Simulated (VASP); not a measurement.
# Energy of CuO along an even scaling of the cell

System: CuO (Cccm, 4 atoms in the cell).
Method: Kohn-Sham DFT of a periodic cell, PBEsol, VASP PAW PBE potentials, recommended, no spin polarisation (VASP 6.6.1).

The 7 runs differ only in the geometry, by an even scaling of the cell at fixed fractional positions. The structure derives from a Materials Project entry.

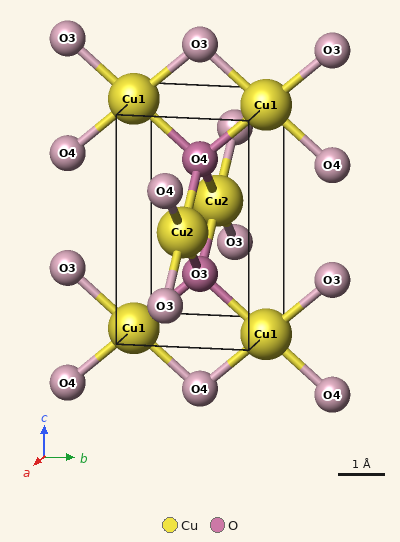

Figure 1. The structure of run 4 (ball-and-stick view of the cell of the calculation, seen slightly off an axis; neighbours outside the cell are drawn fainter; atoms are numbered from 1 in the order of the input). An atom can appear more than once, as a periodic image.

**INCAR of run 4**
```
PREC     = Accurate       # precision mode
ENCUT    = 520            # plane-wave cutoff, eV
EDIFF    = 1E-7           # SCF threshold, eV
ISMEAR   = -1             # smearing method
SIGMA    = 0.05           # smearing width, eV
LREAL    = F              # projectors in reciprocal space
LASPH    = T              # aspherical terms in the spheres
NELM     = 60             # most SCF steps
ALGO     = Normal         # electronic algorithm
ISIF     = 2              # what is computed and relaxed
LWAVE    = F              # write WAVECAR
LCHARG   = F              # write CHGCAR
GGA      = PS             # functional
NBANDS   = 25             # bands
```

**KPOINTS of run 4**
```
regular mesh
0
Gamma
  9 9 5
```

**POSCAR of run 4**
```
CuO
1.0
    1.9909680000     -2.1535500000      0.0000000000
    1.9909680000      2.1535500000      0.0000000000
    0.0000000000      0.0000000000      5.1559280000
Cu O
2 2
Direct
    0.5000000000      0.0000000000      0.0000000000
    0.0000000000      0.5000000000      0.5000000000
    0.5000000000      0.5000000000      0.2500000000
    0.5000000000      0.5000000000      0.7500000000
```

Command:
```bash
cat potpaw_PBE.64/Cu/POTCAR potpaw_PBE.64/O/POTCAR > POTCAR
mpirun -np 1 vasp_std > vasp.out
```

Lattice vectors (Å) and fractional positions of run 4:
```
   1.990968   -2.153550    0.000000
   1.990968    2.153550    0.000000
   0.000000    0.000000    5.155928
Cu  0.500000 -0.000000  0.000000
Cu -0.000000  0.500000  0.500000
O   0.500000  0.500000  0.250000
O   0.500000  0.500000  0.750000
```

Run 5 differs from it as follows:
```diff
-    1.9909680000     -2.1535500000      0.0000000000
-    1.9909680000      2.1535500000      0.0000000000
-    0.0000000000      0.0000000000      5.1559280000
+    2.0041536028     -2.1678123362      0.0000000000
+    2.0041536028      2.1678123362      0.0000000000
+    0.0000000000      0.0000000000      5.1900742137
```

**Results, with one run withheld**

| run | volume per atom (Å³) | free energy per atom, from the lowest run given (meV) | pressure (GPa) |
| --- | --- | --- | --- |
| 1 | 10.390 | 4.78 | 5.23 |
| 2 | 10.611 | 0.00 | 1.28 |
| 3 | 10.832 | 0.39 | −2.24 |
| 4 | 11.053 | 5.37 | −5.38 |
| 5 | 11.274 | ? | ? |
| 6 | 11.496 | 27.12 | −10.64 |
| 7 | 11.717 | 43.05 | −12.82 |

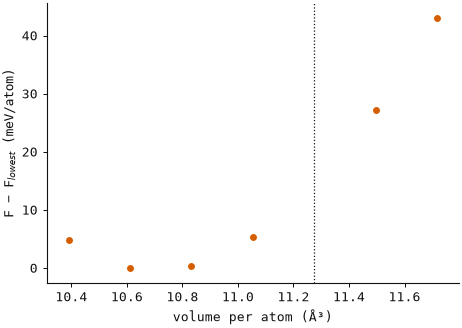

Figure 2. Free energy per atom of the runs given; the dotted line marks run 5.

What should run 5 give?

A cubic polynomial in V^(−2/3) (the Birch–Murnaghan form), fitted to the 6 runs given, misses them by at most 0.01 meV per atom. With x = V^(−2/3) − 0.20218 Å⁻², it reads F = 3.7761 − 2249.6 x + 2.9946e+05 x² + 4.8876e+05 x³ (meV per atom). At run 5 it gives 14.40 meV per atom, and the run itself gives 14.43. The slope of the fit gives a pressure −dF/dV of −7.92 GPa there, and the run prints −8.16 GPa. The two needn't agree exactly: the fit is approximate, and the printed stress is taken on a finite basis. The fit has its minimum at 10.703 Å³ per atom, where V d²F/dV² gives 172 GPa. Cell shape and fractional positions are held, so this is the stiffness under even scaling; the relaxed bulk modulus wasn't computed.

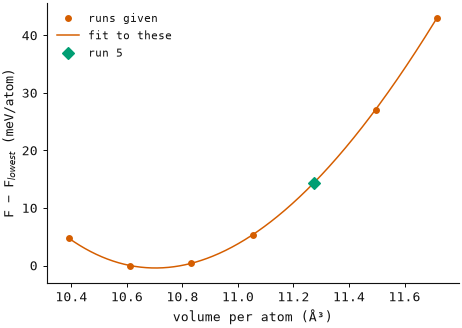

Figure 3. The fit and the withheld run.

**OSZICAR and lines of OUTCAR (run 5)**
```
N       E                     dE             d eps       ncg     rms          rms(c)
DAV:   1     0.295860967071E+03    0.29586E+03   -0.16321E+04  3950   0.208E+03
DAV:   2     0.107270104831E+02   -0.28513E+03   -0.26282E+03  3820   0.388E+02
DAV:   3    -0.262222957946E+02   -0.36949E+02   -0.34900E+02  4651   0.157E+02
DAV:   4    -0.275905855229E+02   -0.13683E+01   -0.13597E+01  4728   0.318E+01
DAV:   5    -0.276176969653E+02   -0.27111E-01   -0.27099E-01  4754   0.395E+00    0.179E+01
DAV:   6    -0.257749266074E+02    0.18428E+01   -0.41490E+01  5404   0.160E+02    0.147E+01
DAV:   7    -0.213666038408E+02    0.44083E+01   -0.11425E+01  4638   0.118E+02    0.253E+00
DAV:   8    -0.214647666257E+02   -0.98163E-01   -0.15882E+00  3956   0.863E+00    0.163E+00
DAV:   9    -0.214255584789E+02    0.39208E-01   -0.65067E-02  5473   0.550E+00    0.493E-01
DAV:  10    -0.214222814158E+02    0.32771E-02   -0.13114E-02  5047   0.129E+00    0.400E-01
DAV:  11    -0.214207535063E+02    0.15279E-02   -0.71525E-03  5718   0.768E-01    0.659E-02
DAV:  12    -0.214207784683E+02   -0.24962E-04   -0.55645E-04  5182   0.289E-01    0.512E-02
DAV:  13    -0.214207928118E+02   -0.14344E-04   -0.43318E-05  5604   0.771E-02    0.961E-03
DAV:  14    -0.214207920500E+02    0.76185E-06   -0.33465E-06  5601   0.203E-02    0.622E-03
DAV:  15    -0.214207918101E+02    0.23991E-06   -0.20064E-06  5868   0.181E-02    0.802E-04
DAV:  16    -0.214207917976E+02    0.12524E-07   -0.94225E-08  2452   0.354E-03
   1 F= -.21420792E+02 E0= -.21411061E+02  d E =-.194623E-01
[... from OUTCAR:]
  free energy    TOTEN  =       -21.42079180 eV
  energy without entropy =      -21.40132953  energy(sigma->0) =      -21.41106066
 E-fermi :   4.4590     XC(G=0): -11.4983     alpha+bet :-10.3520
  free  energy   TOTEN  =       -21.4207917976 eV
  energy  without entropy=      -21.4013295255  energy(sigma->0) =      -21.41106066
```

Notes: The run has no spin polarisation, so a magnetic state may lie lower.
